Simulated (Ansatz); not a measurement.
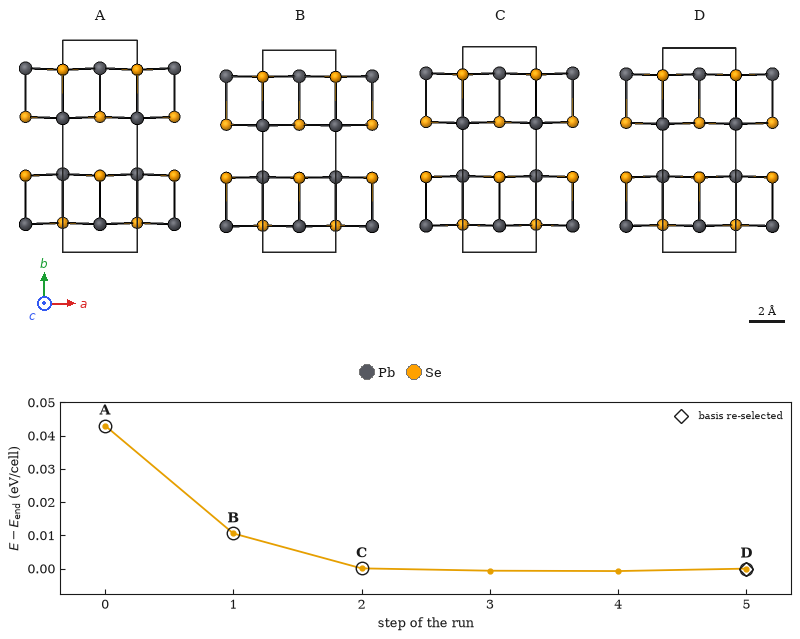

Frames of a relaxation of crystalline PbSe (built on the database structure type), marked on the history of the run. A ball-and-stick model of the conventional cell (2 times the calculation's cell), seen along the c axis. Lengths and directions refer to the drawn axes.

The calculation used Ansatz, DFT, PBEsol, plane waves, PAW. Set-up: plane-wave cutoff 420 eV; k-point mesh 6 × 6 × 6; occupations fermi dirac; smearing width 0.03 eV; no spin polarisation; cell and atoms relaxed; force threshold 0.01 eV/Å; at most 120 steps.

Describe the path.

Answer. Over 4 accepted moves (5 points after the start) the energy falls by 43.0 meV per cell of the calculation. Largest force component: 0.048 eV/Å at the start, 0.001 eV/Å at the end. Pressure: −1.75 GPa at the start and 0.00 GPa at the end. The SCF was repeated once at an unchanged geometry on a basis and grid sized afresh for the cell, which shifted the energy by 0.7 meV per cell of the calculation at most. The largest moves relative to the cell, 0.061 Å, are those of Se atoms. Largest moves by element: Se 0.061 Å, Pb 0.045 Å. The volume changes by −6.0 %, with a 4.310 → 4.234 Å (−1.7 %), b 12.268 → 11.825 Å (−3.6 %), c 4.450 → 4.417 Å (−0.8 %). Some distances before and after: Pb–Se 3.099 → 3.060 Å, Pb–Se 2.816 → 2.821 Å. The space group stays Cmcm (No. 63). Cost: 40 s on 2 threads of Arm Neoverse V1, on a shared host, peak memory 0.5 GiB. From step 0 to 1: Se atoms move most (0.09 Å), volume −8.4 %, energy −32.5 meV per cell of the calculation. From step 1 to 2: Se atoms move most (0.03 Å), volume +3.3 %, energy −10.5 meV per cell of the calculation. From step 2 to 5: volume −0.7 %, energy −0.1 meV per cell of the calculation.
